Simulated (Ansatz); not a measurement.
Consider SiO$_{2}$.

```
Si O
1.0
     5.03555    0.00000    0.00000
    -2.51777    4.36091    0.00000
     0.00000    0.00000    8.56524
Si O
4 8
Direct
  0.66667 0.33333 0.93704
  0.66667 0.33333 0.56296
  0.33333 0.66667 0.06296
  0.33333 0.66667 0.43704
  0.00000 0.41318 0.00000
  0.41318 0.41318 0.50000
  0.58682 0.00000 0.50000
  0.58682 0.58682 0.00000
  0.00000 0.58682 0.50000
  0.66667 0.33333 0.75000
  0.33333 0.66667 0.25000
  0.41318 0.00000 0.00000
```

Space group P6₃22; a structure from a database of computed crystals, not necessarily the ambient phase; started from the database structure prototype, which need not be the ambient phase.

Computed with DFT, r2SCAN, plane waves, PAW in Ansatz 0.2.0.

**What will maps of the valence pseudo-density and electron localisation function show?**

Si–O (1.60 Å): ρ is about 1.3 e/Å³ halfway; the ELF peaks at about 0.85 between the atoms, as expected for a polar covalent bond.

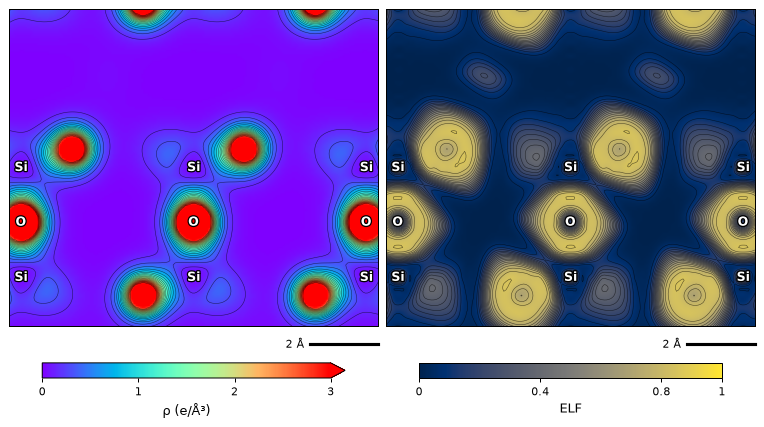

Computed valence pseudo-density and electron localisation function on the (100) plane of the conventional cell, in this order. Atoms just off the plane (O, 0.3 Å away) can leave unmarked features too.

In a PAW calculation such maps are meaningful between the atoms, not at the nuclei.
